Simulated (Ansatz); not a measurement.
## Run report: BeS, Wannier-function calculation

BeS (Pm-3m, 2 atoms in the cell), computed with DFT, PBE, plane waves, PAW, no spin polarisation (Ansatz 0.2.0).

The structure was built on a prototype by a generator. Some settings of this run were made unusual or wrong on purpose. The geometry comes from this level: r2SCAN.

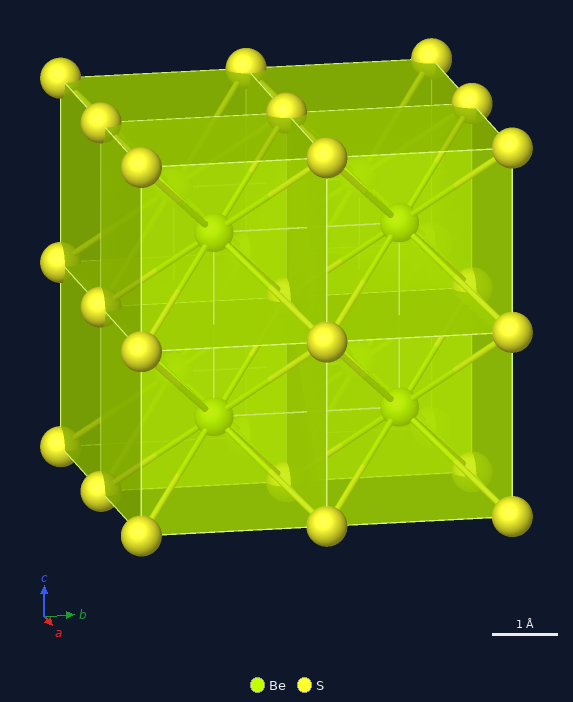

Fig. 1: The structure (polyhedral view of the cell of the calculation, seen slightly off an axis; polyhedra are completed across the faces of the cell).

### Input file
```yaml
crystal:
  lattice:
    - [2.9413850405, 0.0, 0.0]
    - [0.0, 2.9413850405, 0.0]
    - [0.0, 0.0, 2.9413850405]
  atoms:
    - { symbol: Be, position: [0.0, 0.0, 0.0] }
    - { symbol: S, position: [0.5, 0.5, 0.5] }
kpoints:
  mp_grid: { grid: [6, 6, 6] }
  band_path:
    path:
      - [[0.0, 0.0, 0.0], [-4.190701569998e-52, 0.5, -5.456414574231e-36], [0.5, 0.5, -8.73026331877e-35], [0.0, 0.0, 0.0], [0.5, 0.5, 0.5], [-4.190701569998e-52, 0.5, -5.456414574231e-36]]
      - [[0.5, 0.5, 0.5], [0.5, 0.5, -8.73026331877e-35]]
    npoints: 10
hamiltonian:
  xc: pbe
scf:
  occupations: { method: fermi_dirac, width: 0.02 }
  n_extra_bands: 6
output:
  forces: false
  stress: false
  eigenvalues: true
  wannier:
    kmesh: [1, 1, 1]
    projections: [{ species: S, l: p, shell: 3 }]
    minimise: true
    write_hr: true
    conv_tol: 1.0e-08
    max_iter: 1000
```

### File wannier.win
```
! ansatz wannier90 interface
! projections by site (counted from 0) and shell: 1 3P
! states of the run's bands (counted from 1): combinations of 1-4
! their least projectability: 0.9294
num_bands = 3
num_wann  = 3
num_iter  = 2000
conv_tol = 1e-8
conv_window = 5
guiding_centres = true
write_hr = true

begin unit_cell_cart
Ang
             2.9413850405                      0.0                      0.0
                      0.0             2.9413850405                      0.0
                      0.0                      0.0             2.9413850405
end unit_cell_cart

begin atoms_frac
Be                       0.0                      0.0                      0.0
S                        0.5                      0.5                      0.5
end atoms_frac

mp_grid = 1 1 1
```

Machine: 4 threads of Arm Neoverse N1, 98 GiB of memory available, shared host.

Command:
```bash
ansatz run input.yaml --threads 4 --pin off --max-ram 3686MiB --backend cpu --events-out ev --progress --plain --runs-dir out
```

### Output
```
scf.n_extra_bands = 6 over 4 filled bands (N_el = 8.0): the run solves 10 bands
Engine: ansatz 0.2.0, aarch64-unknown-linux-gnu
Pseudopotentials: kind: paw
Pseudopotential: Be, paw, valence charge 2, recommended cutoff 420 eV (normal), Be.paw.azcp
Pseudopotential: S, paw, valence charge 6, recommended cutoff 420 eV (normal), S.paw.azcp
Functional definition: PBE
  parameter kappa = 0.804
  parameter beta = 0.06672455060314922
  exchange = pbe_x(kappa = kappa, mu = beta*pi^2/3)
  correlation = pbe_c(beta = beta)
Crystal: 2 atoms, lattice volume = 25.448 Å³
Basis set: ecut = 420 eV, 485 PW (Γ)
Bands: 10, of which v1, the nominal top of the filled ones, is band 4 counted from 1 (3 counted from 0)
Symmetry: 48 space group operations
Space group: Pm-3m (ITA 221), of the structure as read, at distance tolerance 2.9e-5 Å
k-points: 20 of 216
Non-local potential: Be, projectors of the file, l = 0: 2, l = 1: 2, l = 2: 1
Non-local potential: S, projectors of the file, l = 0: 2, l = 1: 2, l = 2: 2
PAW form: soft (Blöchl's): semilocal exchange-correlation on the pseudo side does not see the compensation charge
PAW one-centre angular grid: Be, 110 points (default); XC on 64 Gauss nodes
PAW one-centre angular grid: S, 110 points (default); XC on 64 Gauss nodes
Initial density: superposition of atomic densities (neutral atoms: chi_scale 0, normalization atom), corrected by the library's trained network
Initial wavefunctions: pseudopotential atomic-orbital guess
Functional: x = pbe(κ = 0.804, μ = 0.2195149727645171), c = pbe(β = 0.06672455060314922)
SCF iter   1: F=—  HF=-993.945160 eV  |F-HF|=—  |Δ(HF+E_count)|=         —  Δρ=4.37e-3  dr2=8.41e-3  ethr=1.77e-3  ⟨swp⟩=7.1  Hψ=1422  notcnv=0
preconditioner: auto → none  [insulator: Δε(μ)=0.156 eV  Ē_g=13.629 eV  σ=0.020 eV  W_gap=0.62  n_scr=6 (ndim 8)  ℏωp=20.8 eV  f_vac=0.000  D(μ)=2.61/eV (n_scr^D=32)  ε∞_Penn≈3.3]
SCF iter   2: F=—  HF=-993.942345 eV  |F-HF|=—  |Δ(HF+E_count)|=   2.81e-3  Δρ=1.39e-3  dr2=3.42e-4  ethr=1.05e-4  ⟨swp⟩=2.0  Hψ=450  notcnv=0  defer=25
SCF iter   3: F=—  HF=-993.942300 eV  |F-HF|=—  |Δ(HF+E_count)|=   4.47e-5  Δρ=6.26e-4  dr2=6.71e-5  ethr=4.28e-6  ⟨swp⟩=2.0  Hψ=236  notcnv=0  defer=25
SCF iter   4: F=—  HF=-993.942304 eV  |F-HF|=—  |Δ(HF+E_count)|=   3.87e-6  Δρ=2.11e-4  dr2=6.61e-6  ethr=8.39e-7  ⟨swp⟩=1.0  Hψ=175  notcnv=0  defer=25
SCF iter   5: F=—  HF=-993.942305 eV  |F-HF|=—  |Δ(HF+E_count)|=   8.40e-7  Δρ=3.47e-5  dr2=1.84e-7  ethr=8.27e-8  ⟨swp⟩=1.9  Hψ=252  notcnv=0  defer=25
SCF iter   6: F=-993.942305 eV  HF=-993.942305 eV  |F-HF|=8.61e-11  |Δ(HF+E_count)|=   3.06e-8  Δρ=3.02e-6  dr2=1.57e-9  ethr=1.25e-9  ⟨swp⟩=5.2  Hψ=696  notcnv=0
SCF 1 converged in 6 iterations: F = -993.942305 eV  dr2 = 1.57e-9
  greatest PAW one-centre occupation: 0.875 electrons in one spin orbital (limit 2), on the S atom at site 1 (counted from 0), in its partial waves of l = 0
NSCF: frozen V_eff on 62 k-points
NSCF: frozen V_eff on 1 k-points
SCF converged after 6 iterations
Free energy (F): -993.942305 eV
Harris-Foulkes:  -993.942305 eV  (|F-HF|=8.61e-11)
Internal energy: -993.939139 eV  (E = F + TS)
E sigma→0 (E₀):  -993.940722 eV
Entropy (-TS):   -0.003166 eV (-1.583 meV/atom)
Fermi energy:    8.705703 eV
--- Per-component energies (eV) ---
  E_band       = 18.993201
  E_kinetic    = 124.170892
  E_local      = -76.728590  (includes V_loc(G=0)·N_el)
  E_nonlocal   = 32.961693
  E_hartree    = 25.869999
  E_xc         = -115.830656
  E_vxc        = -107.044312  (∫ρ·V_xc dr)
  E_paw        = -659.470007  (= ΣΔE_a)
  E_vpaw       = -6.106546  (= ΣTr[D̂ρ^β])
  E_aug_tail   = 0.000001  (compensation charges beyond the density's cutoff)
  E_ewald      = -324.912471
  E_smearing   = -0.003166  (= −TS)
  E_closure    = -0.000000  (closes the sum)
  Σ components = -993.942305   (vs F -993.942305, Δ=0.00e0)
--- Band table (eV; the first three rows and the last of 20) ---
  k-point 0: bands = ["-7.2787", "7.0660", "7.0660", "7.0660", "10.3717", "13.7968", "13.7968", "18.7300", "18.7300", "18.7300"]
  k-point 1: bands = ["-6.9452", "4.6156", "7.3835", "7.3835", "11.1742", "14.2108", "16.0702", "17.4353", "17.4353", "18.3725"]
  k-point 2: bands = ["-6.0903", "1.5739", "8.1933", "8.1933", "11.8658", "15.1640", "15.1640", "15.3466", "16.2006", "22.0692"]
  k-point 19: bands = ["-2.1026", "4.3238", "4.3238", "4.3238", "8.2808", "8.2808", "8.2808", "12.6731", "28.8758", "28.8758"]
Wannier search: line search 1 of at most 1000: gauge-dependent spread (as the search counts it) 0.0000000 Å², largest recent change 6.7e-20 Å² and fall left 2.9e-39 Å² against conv_tol 1.0e-8 Å², 0 stops escaped
```

### File wannier.spreads.toml
```
omega_i_ang2 = 1.7846633243965175
omega_d_ang2 = 0.0000000000000000000000000000000864399406198022
omega_od_ang2 = 0.0000000000000000011390972127389103
omega_total_ang2 = 1.7846633243965175
least_projectability = 0.9294326716670813
b_vectors_match_mmn = true
n_iter = 5
converged = true
rejected_fitted_steps = 0

[[wannier]]
r = [1.4706925202534171, 1.4706925202461911, 1.4706925202551346]
spread = 0.5948877747457759

[[wannier]]
r = [1.4706925202485197, 1.4706925202485885, 1.470692520251509]
spread = 0.594887774798444

[[wannier]]
r = [1.470692520251755, 1.47069252024837, 1.4706925202461925]
spread = 0.5948877748522987

[[curvature_check]]
after_line_search = 5
omega_tilde_before_ang2 = 1.1390972127389967e-18
krylov_steps = 1
lowest_ritz_value_ang2 = 0.055940860243319505
residual_ang2 = 3.9749518162334174e-11
settled = true
outcome = "no-negative-curvature"
```

### What the run reported

```csv
quantity,value
outcome,converged
space group (tolerance 0.01 Å),Pm-3m (221)
electrons treated,8
free energy,−993.9423 eV
total spread of the Wannier functions,1.785 Å²
Fermi energy,8.706 eV
band gap,none (metallic)
wall time,0.71 s (CPU time 1.4 s)
peak memory,0.24 GiB
```

### What went wrong

Some settings of this run were drawn to be unusual or wrong. It converged; results that depend on the unusual settings are not reference values.
